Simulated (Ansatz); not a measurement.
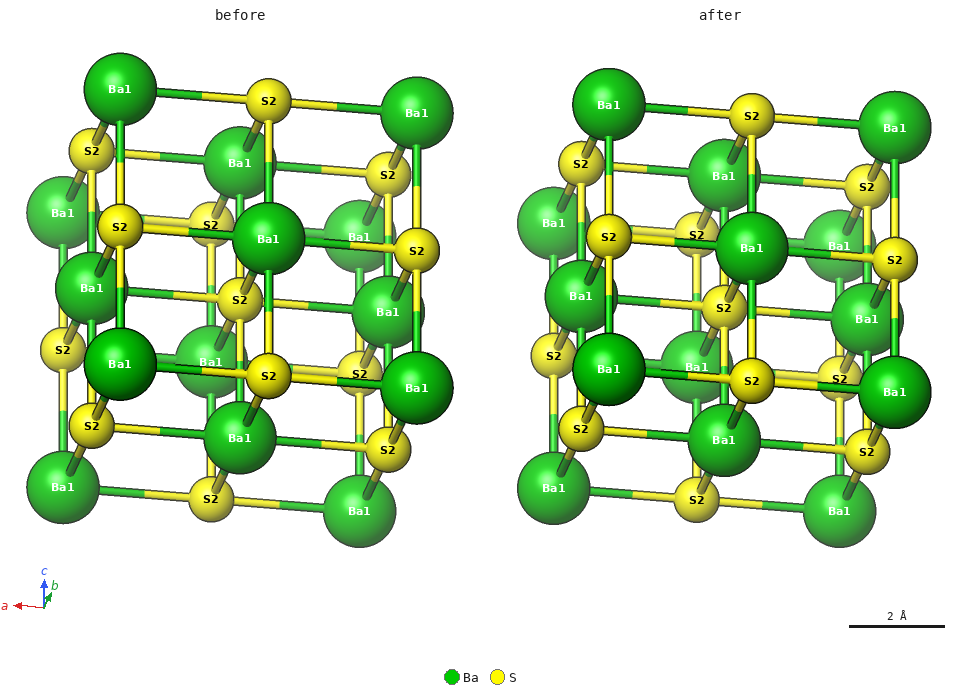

Left: a symmetric starting cell of BaS. Right: the same structure after one change, at the same scale. A ball-and-stick model of the conventional cell (4 times the calculation's cell), seen from a free direction. Lengths and directions refer to the drawn axes.

Level of theory: Ansatz, DFT PBE, scalar-relativistic, plane waves, PAW. Settings: plane-wave cutoff 420 eV; k-point mesh 8 × 8 × 8; occupations gaussian; smearing width 0.02 eV; no spin polarisation.

### What distinguishes the right structure from the left one?

All lengths are scaled by −3.6 % (volume −10.4 %), the atoms keeping their fractional coordinates. No relaxation follows. The starting cell wasn't computed here and needn't be at equilibrium, so pressure and forces aren't due to the change alone.

### What does the change do?

The pressure is 7.2 GPa (not all of it need come from the change, since the unchanged cell can be under pressure at this level too). All forces vanish by symmetry. Near-neighbour distances before and after: Ba–S 3.194 → 3.079 Å. The space group stays Fm-3m (No. 225).
